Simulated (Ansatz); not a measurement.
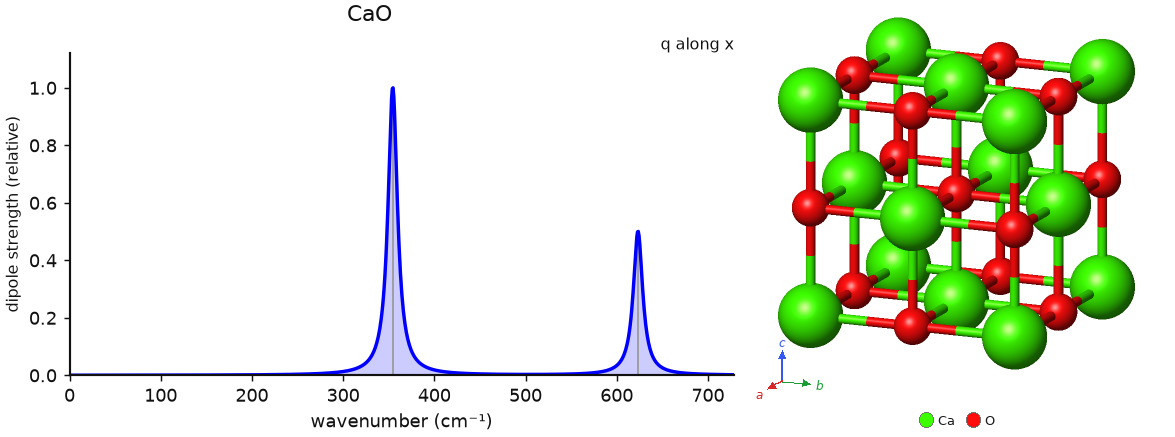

Computed with Ansatz 0.2.0: optical phonons of an insulator on the approach to the zone centre along x, y and z with the field of polar modes, imaginary frequencies are negative, field response on a mesh refined by the program; plane waves with PAW datasets. Level: PBE, no spin polarisation.

wave cutoff 420 eV; k mesh 8×8×8; occupations fixed; pressure 20 GPa.

Starting cell:
```cif
data_structure
_symmetry_space_group_name_H-M 'P 1'
_symmetry_Int_Tables_number 1
_cell_length_a 3.2602
_cell_length_b 3.2602
_cell_length_c 3.2602
_cell_angle_alpha 60.000
_cell_angle_beta 60.000
_cell_angle_gamma 60.000
_cell_volume 24.50
loop_
_atom_site_label
_atom_site_type_symbol
_atom_site_fract_x
_atom_site_fract_y
_atom_site_fract_z
_atom_site_occupancy
Ca1 Ca 0.00000 0.00000 0.00000 1
O1 O 0.50000 0.50000 0.50000 1
```

Caption: Polar optical modes, transverse and longitudinal, approaching the zone centre along x for CaO, space group Fm-3m (No. 225). Lines are broadened by Lorentzians of 12 cm⁻¹ full width; the spectrum is scaled to its strongest line. The conventional cell is drawn beside the plot.

The transverse (TO, twofold) lines lie at 354.4 and the longitudinal (LO) ones at 623.3 cm⁻¹, the same along x, y and z by the cubic symmetry.

Input of the run:
```
crystal:
  lattice:
    - [0.0, 2.3053444473, 2.3053444473]
    - [2.3053444473, 0.0, 2.3053444473]
    - [2.3053444473, 2.3053444473, 0.0]
  atoms:
    - { symbol: Ca, position: [0.0, 0.0, 0.0] }
    - { symbol: O, position: [0.5, 0.5, 0.5] }
basis:
  ecutwfc: 420
kpoints:
  mp_grid: { grid: [8, 8, 8] }
hamiltonian:
  xc: pbe
scf:
  occupations: { method: fixed }
output:
  eigenvalues: true
phonons:
  method: dfpt
  dielectric: true
  rigid_motions: translations
  eigenvectors: true
```

Launched with:
```bash
ansatz run input.yaml --threads 1 --pin off --max-ram 1228MiB --backend cpu --events-out ev --progress --plain --runs-dir out
```
